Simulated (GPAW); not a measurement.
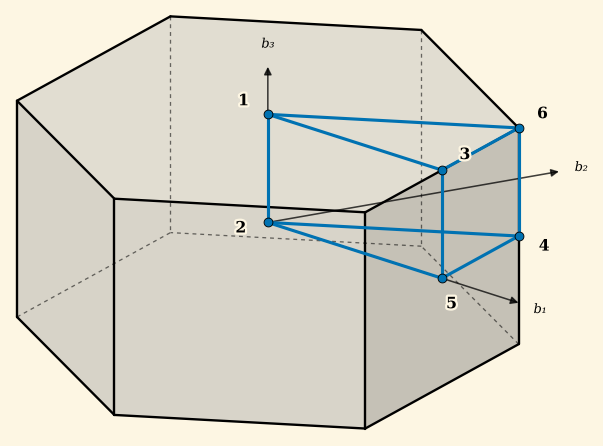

For Zr, an entry of the Crystallography Open Database, as set up for an electronic-structure calculation: the first Brillouin zone of a primitive hexagonal lattice (hP; extended symbol hP2) is drawn with its special points numbered. Geometry calculated from the standardised cell; symmetry tolerance 0.002 Å.

a = 3.232 Å, b = 3.232 Å, c = 5.147 Å, α = 90.00°, β = 90.00°, γ = 120.00°.

Labels and path follow the convention of Hinuma et al. (2017), as computed by seekpath; the arrows show the directions of the reciprocal primitive vectors b₁, b₂, b₃, in which coordinates are given.

> Give the label and coordinates of each numbered point.

| no. | label | coordinates |
| --- | --- | --- |
| 1 | A | (0, 0, 1/2) |
| 2 | Γ | (0, 0, 0) |
| 3 | L | (1/2, 0, 1/2) |
| 4 | K | (1/3, 1/3, 0) |
| 5 | M | (1/2, 0, 0) |
| 6 | H | (1/3, 1/3, 1/2) |
